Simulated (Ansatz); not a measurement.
# Mo₁₆HS₃₂: single-point calculation (part 2 of 2)

Continued. System: Mo₁₆HS₃₂ (defect cell, 49 atoms in the cell). Method: DFT PBE, scalar-relativistic, plane waves, PAW, spin-polarised (Ansatz 0.2.0); cutoff 420 eV, 1×1×1 k-mesh, Gaussian smearing of 0.05 eV, collinear spins. The structure derives from a Materials Project entry.

**Output, continued**
```
--- Forces (eV/Å), atoms counted from 1 ---
  atom   1  Mo     0.00340056     0.00294429    -0.00131177
  atom   2  Mo     0.00087368     0.00012536     0.00046834
  atom   3  Mo     0.00513144     0.00180662    -0.00100191
  atom   4  Mo    -0.00156506     0.00068084     0.00034339
  atom   5  Mo    -0.00300811     0.00482514    -0.00225302
  atom   6  Mo     0.01064056    -0.00752666    -0.00406656
  atom   7  Mo    -0.00575591     0.00112865    -0.00181040
  atom   8  Mo     0.00000082     0.00068379     0.00058126
  atom   9  Mo    -0.01519726     0.00010018     0.00149471
  atom  10  Mo    -0.00715114     0.01222885     0.00166482
  atom  11  Mo     0.00148587    -0.00676997    -0.00097136
  atom  12  Mo     0.00183095    -0.00132758     0.00160227
  atom  13  Mo     0.00146573    -0.00600499    -0.00121481
  atom  14  Mo     0.01045502     0.00087491    -0.02249051
  atom  15  Mo     0.00998211    -0.01088740    -0.02199294
  atom  16  Mo    -0.00020011     0.00010489     0.00038634
  atom  17  S      0.00247707    -0.00160159     0.00008125
  atom  18  S      0.00212102    -0.00141893     0.00024633
  atom  19  S     -0.00226447     0.00130184    -0.00008324
  atom  20  S     -0.00196368    -0.00100968    -0.00035336
  atom  21  S     -0.00421382    -0.00066799     0.00011912
  atom  22  S     -0.00138886     0.00410626    -0.00010772
  atom  23  S     -0.00021283     0.00213763    -0.00030881
  atom  24  S     -0.00138257    -0.00107614     0.00048853
  atom  25  S     -0.00031368     0.00007551    -0.00025899
  atom  26  S      0.00021973     0.00164393     0.00052580
  atom  27  S      0.00371925     0.00075632     0.00327245
  atom  28  S      0.00127171    -0.00353164     0.00350535
  atom  29  S     -0.00128771    -0.00051826     0.00344058
  atom  30  S      0.00122790    -0.00015247     0.00181232
  atom  31  S     -0.00033644     0.00115427     0.00307861
  atom  32  S     -0.00042511     0.00018334    -0.00008796
  atom  33  S      0.00107919    -0.00036768     0.00034970
  atom  34  S      0.00457618    -0.00873063     0.00129104
  atom  35  S     -0.00377763    -0.00056238     0.00084848
  atom  36  S      0.00074482    -0.00183464     0.00077561
  atom  37  S      0.00201652     0.00052138     0.00066975
  atom  38  S     -0.00048846     0.00031079     0.00030544
  atom  39  S     -0.00039841     0.00012709     0.00038520
  atom  40  S      0.00051296    -0.00026196    -0.00059559
  atom  41  S      0.00152244     0.00062647    -0.00206324
  atom  42  S     -0.00025386     0.00001202    -0.00125674
  atom  43  S      0.00869639     0.00220632     0.00365165
  atom  44  S      0.00126051    -0.00100362     0.00024212
  atom  45  S     -0.02505157     0.01422575     0.00822856
  atom  46  S     -0.00159272     0.00322445     0.00055071
  atom  47  S     -0.00101530     0.00077233     0.00107147
  atom  48  S      0.00035649    -0.00182437    -0.00218332
  atom  49  H      0.00217562    -0.00181036     0.02293306
  max |Σ_I F_I| component: 2.01e-6 eV/Å
--- Band table (eV) ---
  k-point 0 ↑: bands = ["-61.0513", "-61.0388", "-61.0378", "-61.0308", "-61.0279", "-61.0278", "-61.0207", "-61.0177", "-61.0160", "-61.0139", "-61.0128", "-61.0046", "-61.0035", "-60.9890", "-60.9810", "-60.9499", "-35.3534", "-35.3476", "-35.3448", "-35.2847", "-35.2823", "-35.2808", "-35.2797", "-35.2754", "-35.2617", "-35.1848", "-35.1763", "-35.1755", "-35.1685", "-35.1650", "-35.1580", "-35.1542", "-35.1522", "-35.1510", "-35.1444", "-35.1424", "-35.1416", "-35.1379", "-35.1373", "-35.1332",
      "-35.1327", "-35.1247", "-35.1206", "-35.1203", "-35.1156", "-35.1151", "-35.1135", "-35.1085", "-35.1051", "-35.0987", "-35.0892", "-35.0799", "-35.0771", "-35.0670", "-35.0591", "-35.0589", "-35.0251", "-35.0196", "-35.0190", "-35.0168", "-35.0143", "-35.0061", "-34.9713", "-34.9615", "-14.3456", "-13.8483", "-13.4702", "-13.4632", "-13.4483", "-13.4401", "-13.4272", "-13.1302", "-12.8923", "-12.6508", "-12.6458", "-12.6278", "-12.6257", "-12.6185", "-12.5174", "-12.4751",
      "-12.4491", "-12.4448", "-12.4343", "-12.4298", "-12.4194", "-12.4054", "-12.3799", "-12.2819", "-12.2431", "-12.2320", "-12.2182", "-12.2160", "-12.2040", "-12.2005", "-12.1893", "-12.1845", "-6.7807", "-5.9432", "-5.9405", "-5.8855", "-5.7042", "-5.3281", "-5.2914", "-5.2873", "-5.2748", "-5.2741", "-5.2425", "-5.1854", "-5.1757", "-5.1707", "-5.1542", "-5.1516", "-5.1256", "-5.0992", "-5.0957", "-5.0895", "-5.0743", "-5.0394", "-4.9910", "-4.9660",
      "-4.9583", "-4.6812", "-4.2646", "-4.2396", "-4.1719", "-4.0156", "-4.0019", "-3.9950", "-3.9818", "-3.9652", "-3.9282", "-3.8177", "-3.8065", "-3.7949", "-3.7893", "-3.7840", "-3.7733", "-3.7715", "-3.7537", "-3.7475", "-3.7421", "-3.7304", "-3.4907", "-3.4719", "-3.4137", "-3.4123", "-3.4117", "-3.3861", "-3.3473", "-3.3412", "-3.3401", "-3.1746", "-3.1303", "-3.1033", "-3.0949", "-3.0684", "-3.0435", "-2.7985", "-2.7818", "-2.7125",
      "-2.6853", "-2.6780", "-2.6690", "-2.6583", "-2.6537", "-2.5944", "-2.0891", "-2.0757", "-2.0125", "-1.9994", "-1.9899", "-1.9867", "-1.9662", "-1.9660", "-1.9358", "-1.9214", "-1.8522", "-1.8373", "-1.8300", "-1.8179", "-1.8058", "-1.7037", "-1.6847", "-1.6358", "-1.5466", "-1.5248", "-1.5231", "-1.5064", "-1.5059", "-1.2224", "-1.1856", "-1.1644", "-0.9559", "-0.9110", "-0.9046", "-0.9009", "-0.8966", "-0.8798", "-0.8359", "-0.8062",
      "-0.8032", "-0.7584", "-0.7130", "-0.7058", "-0.7047", "-0.6978", "-0.6607", "-0.2206", "0.6982", "1.8691", "1.8935", "1.9674", "1.9701", "1.9784", "1.9817", "1.9856", "1.9900", "1.9938", "1.9992", "2.0018", "2.0425", "2.0492", "2.0560", "2.1012", "2.1263", "2.1495", "2.1616", "2.1742", "2.1775", "2.3709", "2.5446", "2.5492", "2.5647", "2.5699", "2.5734", "2.6094", "2.6140", "2.6248", "2.6290", "2.6333",
      "2.6846", "2.6919", "2.7018", "2.7072", "2.7377", "2.7494", "2.7860", "2.7933", "2.8613", "2.9057", "2.9106", "2.9185", "2.9210", "2.9305", "3.4378", "3.5242", "3.5815", "3.5859", "3.5860"]
  k-point 0 ↓: bands = ["-61.0474", "-61.0373", "-61.0320", "-61.0275", "-61.0251", "-61.0234", "-61.0151", "-61.0138", "-61.0132", "-61.0096", "-61.0080", "-61.0014", "-60.9947", "-60.9839", "-60.9760", "-60.6303", "-35.3511", "-35.3395", "-35.3361", "-35.2809", "-35.2790", "-35.2777", "-35.2758", "-35.2479", "-35.2365", "-35.1769", "-35.1729", "-35.1703", "-35.1661", "-35.1546", "-35.1539", "-35.1495", "-35.1469", "-35.1432", "-35.1398", "-35.1383", "-35.1382", "-35.1354", "-35.1311", "-35.1196",
      "-35.1136", "-35.1110", "-35.1089", "-35.1085", "-35.1035", "-35.1017", "-35.0993", "-35.0979", "-35.0911", "-35.0861", "-35.0844", "-35.0719", "-35.0559", "-35.0495", "-35.0440", "-35.0197", "-35.0172", "-35.0146", "-35.0057", "-34.9868", "-34.9859", "-34.8508", "-34.7303", "-34.5851", "-14.3244", "-13.7900", "-13.4661", "-13.4598", "-13.4476", "-13.4340", "-13.4180", "-13.1117", "-12.8821", "-12.6473", "-12.6421", "-12.6265", "-12.6184", "-12.6132", "-12.5090", "-12.4720",
      "-12.4456", "-12.4410", "-12.4324", "-12.4283", "-12.4171", "-12.3994", "-12.3712", "-12.2753", "-12.2414", "-12.2270", "-12.2163", "-12.2122", "-12.2020", "-12.1974", "-12.1852", "-12.1748", "-6.5844", "-5.9355", "-5.9321", "-5.8730", "-5.6834", "-5.3184", "-5.2828", "-5.2794", "-5.2701", "-5.2670", "-5.2288", "-5.1813", "-5.1698", "-5.1640", "-5.1425", "-5.1328", "-5.1110", "-5.0959", "-5.0914", "-5.0847", "-5.0534", "-5.0277", "-4.9805", "-4.9523",
      "-4.9482", "-4.6533", "-4.2547", "-4.2270", "-4.1591", "-4.0031", "-3.9976", "-3.9891", "-3.9737", "-3.9534", "-3.9108", "-3.8070", "-3.7986", "-3.7910", "-3.7850", "-3.7698", "-3.7633", "-3.7583", "-3.7489", "-3.7409", "-3.7315", "-3.7190", "-3.4825", "-3.4590", "-3.4086", "-3.4042", "-3.4033", "-3.3707", "-3.3378", "-3.3330", "-3.3240", "-3.1491", "-3.1239", "-3.0975", "-3.0905", "-3.0469", "-3.0323", "-2.7805", "-2.7700", "-2.6902",
      "-2.6783", "-2.6725", "-2.6621", "-2.6410", "-2.6365", "-2.5424", "-2.0709", "-2.0678", "-2.0049", "-1.9822", "-1.9801", "-1.9782", "-1.9614", "-1.9496", "-1.9187", "-1.9148", "-1.8463", "-1.8293", "-1.8234", "-1.8122", "-1.7946", "-1.6938", "-1.6726", "-1.6120", "-1.5330", "-1.5192", "-1.5172", "-1.5023", "-1.4991", "-1.2074", "-1.1775", "-1.1595", "-0.9365", "-0.8977", "-0.8974", "-0.8889", "-0.8865", "-0.8575", "-0.8275", "-0.7906",
      "-0.7774", "-0.7232", "-0.7081", "-0.6955", "-0.6849", "-0.6527", "-0.6278", "-0.1991", "1.1584", "1.9059", "1.9457", "1.9781", "1.9790", "1.9844", "1.9890", "1.9921", "1.9976", "2.0088", "2.0127", "2.0451", "2.0600", "2.0719", "2.0891", "2.1302", "2.1444", "2.1632", "2.1739", "2.1808", "2.1977", "2.4299", "2.5581", "2.5732", "2.5766", "2.5829", "2.5970", "2.6172", "2.6223", "2.6355", "2.6485", "2.6670",
      "2.6948", "2.7040", "2.7171", "2.7288", "2.7568", "2.7717", "2.7944", "2.8089", "2.8949", "2.9135", "2.9189", "2.9255", "2.9306", "2.9597", "3.4792", "3.5351", "3.5856", "3.5911", "3.6028"]
--- Löwdin populations: 49 sites ---
  site symbol       q [e]    m [muB]
     0     Mo     13.6647     0.0167
     1     Mo     13.6637    -0.0014
     2     Mo     13.6634     0.0008
     3     Mo     13.6633     0.0115
     4     Mo     13.6647    -0.0164
     5     Mo     13.6752     0.5252
     6     Mo     13.6647    -0.0164
     7     Mo     13.6637     0.0014
     8     Mo     13.6667     0.0074
     9     Mo     13.6667     0.0074
    10     Mo     13.6647     0.0166
    11     Mo     13.6683     0.0023
    12     Mo     13.6634     0.0008
    13     Mo     13.6825     0.0327
    14     Mo     13.6825     0.0327
    15     Mo     13.6637     0.0014
    16      S      6.0668     0.0011
    17      S      6.0668     0.0011
    18      S      6.0658     0.0032
    19      S      6.0669    -0.0014
    20      S      6.0633     0.0108
    21      S      6.0633     0.0108
    22      S      6.0668    -0.0014
    23      S      6.0640     0.0002
    24      S      6.0685    -0.0003
    25      S      6.0641     0.0002
    26      S      6.0624     0.0024
    27      S      6.0624     0.0024
    28      S      6.0661     0.0152
    29      S      6.0637    -0.0047
    30      S      6.0660     0.0152
    31      S      6.0670     0.0012
    32      S      6.0675    -0.0001
    33      S      6.0747    -0.0013
    34      S      6.0764     0.0168
    35      S      6.0775     0.0171
    36      S      6.0775     0.0171
    37      S      6.0669    -0.0010
    38      S      6.0669    -0.0010
    39      S      6.0641    -0.0010
    40      S      6.0646     0.0089
    41      S      6.0682     0.0008
    42      S      6.0748    -0.0013
    43      S      6.0675    -0.0001
    44      S      5.9813     0.0668
    45      S      6.0763     0.0168
    46      S      6.0652    -0.0010
    47      S      6.0646     0.0089
    48      H      0.9072     0.1334
  spilling = 0.007993 (of n_electrons = 417.000000)
--- Bader charges: 49 sites ---
  site symbol  charge [e]  shift [e]    m [muB]
     0     Mo      1.2364     0.0020     0.0162
     1     Mo      1.2373     0.0019    -0.0015
     2     Mo      1.2386     0.0019     0.0014
     3     Mo      1.2382     0.0019     0.0114
     4     Mo      1.2366     0.0019    -0.0122
     5     Mo      1.1749     0.0017     0.5021
     6     Mo      1.2366     0.0019    -0.0122
     7     Mo      1.2361     0.0019     0.0019
     8     Mo      1.2332     0.0019     0.0071
     9     Mo      1.2332     0.0019     0.0071
    10     Mo      1.2364     0.0020     0.0161
    11     Mo      1.2316     0.0019     0.0021
    12     Mo      1.2386     0.0019     0.0014
    13     Mo      1.2089     0.0018     0.0300
    14     Mo      1.2089     0.0018     0.0301
    15     Mo      1.2360     0.0019     0.0019
    16      S     -0.6185     0.0010     0.0012
    17      S     -0.6186     0.0010     0.0012
    18      S     -0.6188     0.0010     0.0027
    19      S     -0.6194     0.0010    -0.0001
    20      S     -0.6154     0.0010     0.0148
    21      S     -0.6154     0.0010     0.0148
    22      S     -0.6194     0.0010    -0.0001
    23      S     -0.6180     0.0010     0.0004
    24      S     -0.6201     0.0010     0.0011
    25      S     -0.6181     0.0010     0.0004
    26      S     -0.6132     0.0010     0.0023
    27      S     -0.6132     0.0010     0.0023
    28      S     -0.6185     0.0010     0.0111
    29      S     -0.6405     0.0010     0.0059
    30      S     -0.6185     0.0010     0.0111
    31      S     -0.6194     0.0010     0.0008
    32      S     -0.6203     0.0010     0.0004
    33      S     -0.6319     0.0010     0.0052
    34      S     -0.6279     0.0010     0.0155
    35      S     -0.6339     0.0010     0.0199
    36      S     -0.6339     0.0010     0.0200
    37      S     -0.6192     0.0010     0.0004
    38      S     -0.6191     0.0010     0.0004
    39      S     -0.6179     0.0010    -0.0003
    40      S     -0.6179     0.0010     0.0077
    41      S     -0.6204     0.0010     0.0005
    42      S     -0.6319     0.0010     0.0052
    43      S     -0.6203     0.0010     0.0004
    44      S     -0.4278     0.0040     0.1067
    45      S     -0.6278     0.0010     0.0155
    46      S     -0.6188     0.0010    -0.0005
    47      S     -0.6179     0.0010     0.0077
    48      H      0.0305     0.0044     0.1224
  estimated error of the sums over rays = 4.0e-4 e
```

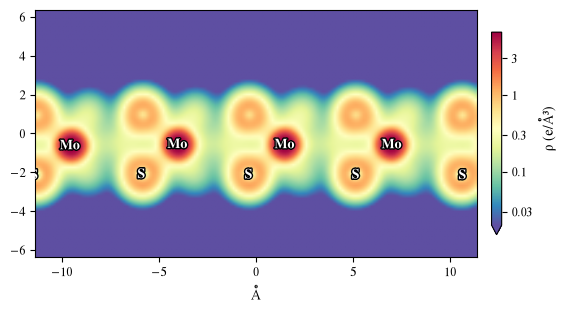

Figure 1. Valence pseudo-density on the (11̄0) plane of the calculation cell, a cut from vacuum to vacuum. Atoms in the plane: Mo and S. Mo–S (2.41 Å): ρ is about 0.6 e/Å³ halfway. The density dies away to nearly zero in the vacuum. Core electrons are frozen (PAW), so the fields are smoothed inside the atomic spheres.

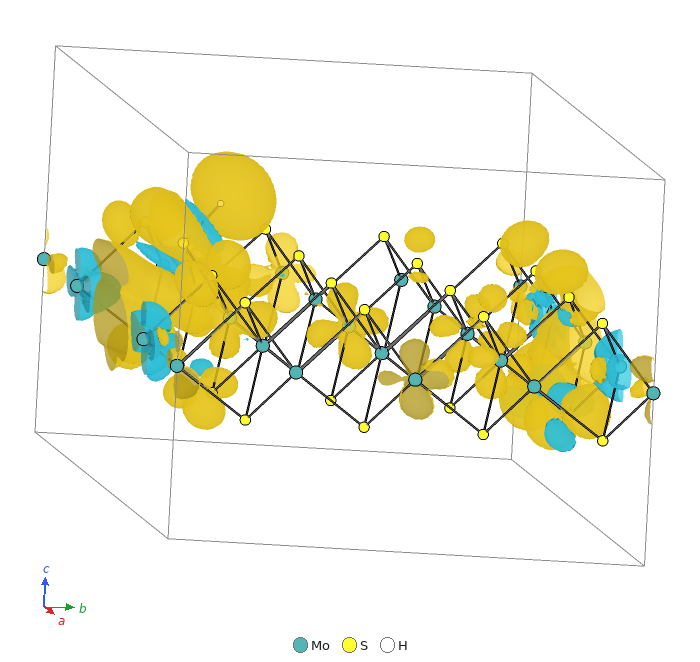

Figure 2. Isosurfaces of the magnetisation density (up minus down) at +0.003 (yellow) and −0.003 e/Å³ (cyan), seen slightly off an axis. Sticks mark near contacts. The spin density sits on Mo: +0.4 μB in one cell of 49 atoms. The cell of the calculation (49 atoms) carries 1.0 μB net.
